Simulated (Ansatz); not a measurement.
## Electronic structure of SiSe in real space

Input

```
crystal:
  lattice:
    - [3.5952, 0.0, 0.0]
    - [-1.7976, 3.11353, 0.0]
    - [0.0, 0.0, 3.59873]
  atoms:
    - { symbol: Si, position: [0.66667, 0.33333, 0.5] }
    - { symbol: Se, position: [0.0, 0.0, 0.0] }
hamiltonian:
  xc: { exchange: r2scan, correlation: r2scan, exx: { coeff: 0.35 } }
  pseudopotentials: { kind: paw }
kpoints:
  mp_grid: { grid: [5, 5, 4] }
scf:
  occupations: { method: fermi_dirac, width: 0.05 }
output:
  forces: true
  stress: true
  eigenvalues: true
  write_density: true
  write_potential: true
  elf: true
  volumetric_format: npy
```

Command:

```sh
ansatz run input.yaml --threads 2 --pin off --max-ram 5632MiB --backend cpu --events-out ev --progress --plain --runs-dir out
```

Below, planes, directions and counts refer to the conventional cell (a = 3.60 Å, b = 3.60 Å, c = 3.60 Å, α = 90.00°, β = 90.00°, γ = 120.00°).

Space group P-6m2; a generated structure, not necessarily the stable one; computed pressure about −3 GPa in this cell.

These are results of Ansatz 0.2.0, Kohn-Sham DFT of a periodic cell, r2SCAN0 form with a typed share of exact exchange, Ansatz PAW, not measurements.

Core electrons are frozen (PAW), and the valence fields are smoothed inside the atomic spheres.

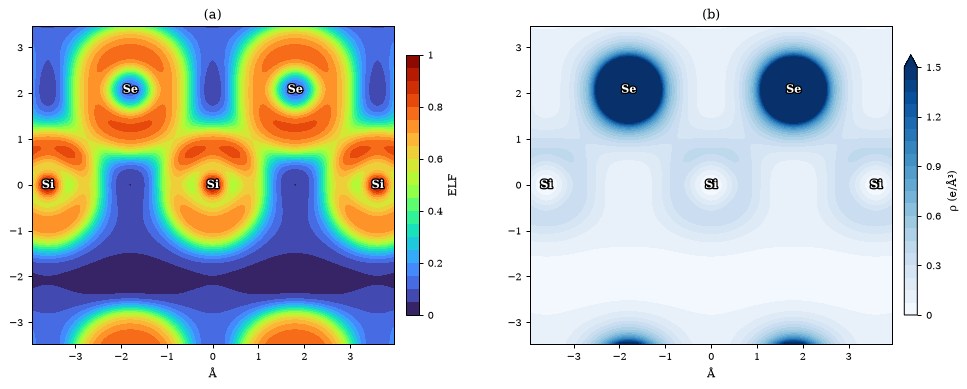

Figure 1. (a) ELF; (b) valence pseudo-density on the (110) plane of the conventional cell.

> Interpret the plot.

- The plane passes through Si and Se nuclei.
- Si–Se (2.75 Å): ρ at the midpoint is about 0.32 e/Å³; the ELF peaks at about 0.80 in the valence shell of Si, 0.8 Å from its nucleus, and drops to about 0.60 between the two atoms.
- Between the atoms the lowest density in this plane is 0.04 e/Å³.

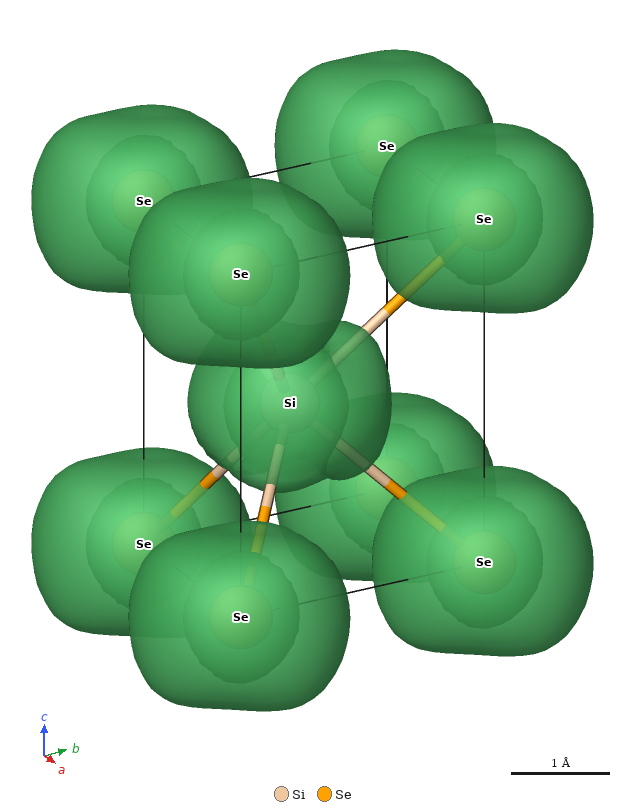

Figure 2. Isosurface of the electron localisation function at 0.7 (green), seen slightly off an axis. Core shells and regions of very low density are left out. Sticks mark near contacts.

> Describe the localisation domains.

At this value the surface marks out one region wrapped around Se (its valence shell), one region wrapped around Si (its valence shell) and one small core shell on Si, counted in one cell of 2 atoms. Any copies at cell faces, edges or corners count once.

> Does the calculation give a band gap?

It is metallic or semimetallic at this level of theory: no gap opens.
